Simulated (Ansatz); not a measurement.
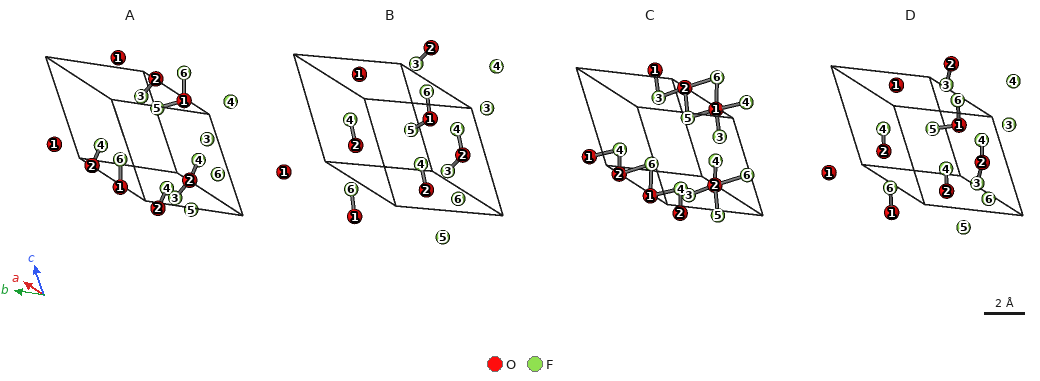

4 geometries from one relaxation of crystalline OF₂ (built on the SiS2-72 type type), in shuffled order. The picture is a ball-and-stick view of the cell of the calculation, reduced to other axes, seen from a free direction. Lengths and directions refer to the drawn axes.

Case: shaken.

Computed with Ansatz, DFT, PBEsol, plane waves, PAW. (plane-wave cutoff 420 eV; k-point mesh 6 × 6 × 6; occupations fermi dirac; smearing width 0.05 eV; no spin polarisation; cell and atoms relaxed; force threshold 0.01 eV/Å; at most 120 steps)

Question: Order the frames from highest to lowest energy.

Answer: C, A, D, B. They are steps 0, 12, 22, 91, at +586 meV per atom, +82.6 meV per atom, +19.0 meV per atom relative to the last. The atom that moves furthest relative to the cell is F6 (2.16 Å along [−1 3 −2]). By element the largest moves are F 2.16 Å, O 1.62 Å. Cell: a 4.967 → 5.726 Å (+15.3 %), b 5.064 → 5.594 Å (+10.5 %), c 5.227 → 5.699 Å (+9.0 %), α 65.1° → 67.8°, β 62.1° → 60.8°, γ 62.3° → 60.5°. Volume +37.4 %. Among the contacts that change: O2–F5 1.773 → 4.495 Å, O1–F4 1.739 → 4.455 Å, O1–F3 1.754 → 3.033 Å, O2–F6 1.824 → 3.043 Å. The space group stays P1 (No. 1). Over 71 accepted moves (91 points after the start) the energy falls by 586 meV per atom. The largest force component goes from 1.5 to 0.0064 eV/Å. The pressure goes from 2.10 to 0.01 GPa. The line search rejected the trial steps at points 9, 26, 28, 30, 49, 75, 77, 79 and more of the run. The SCF was repeated 10 times at an unchanged geometry on a basis and grid sized afresh for the cell, which shifted the energy by 12.9 meV per atom at most.

Limits of the set-up: layers or molecules are held without a dispersion correction, so their spacing is unreliable.
